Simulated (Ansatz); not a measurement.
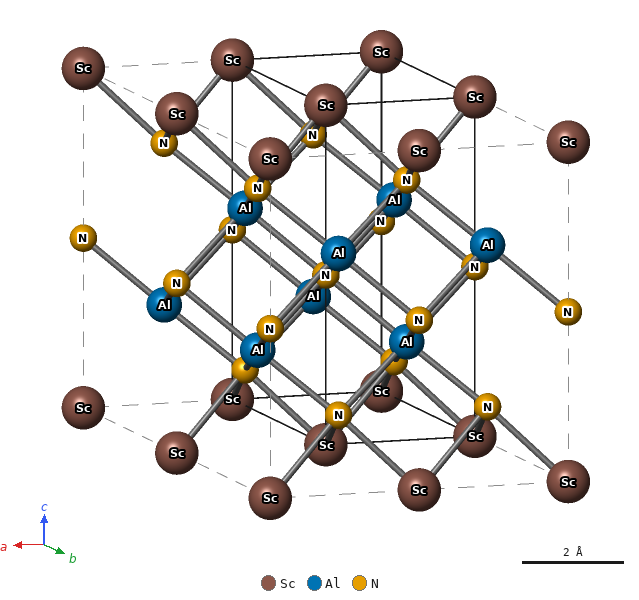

The image is a ball-and-stick drawing of a crystal, viewed from a general direction. The solid box is one conventional unit cell, and 2×2×1 cells are shown.

ScAl2N3, space group P-3m1 (No. 164), a = 3.00 Å, b = 3.00 Å, c = 7.31 Å, α = 90.00°, β = 90.00°, γ = 120.00°.

Setup: DFT PBE, scalar-relativistic, plane waves, PAW in Ansatz; a kinetic-energy cutoff of 420 eV, the zone sampled with 12×12×4 points, Gaussian smearing of 0.02 eV, no spin polarisation.

> Metal or not?

A semiconductor at this level, with a gap of 1.07 eV, indirect; the smallest direct gap is 2.14 eV.

> What pressure does the calculation give for this cell?

The computed pressure is 0.0 GPa, close to zero.

Origin of the cell: a structure type filled with these elements by a generator (whether the compound takes this form wasn't checked). Earlier steps of the study may have refined or changed the cell and positions. It was the input of a calculation with Ansatz.
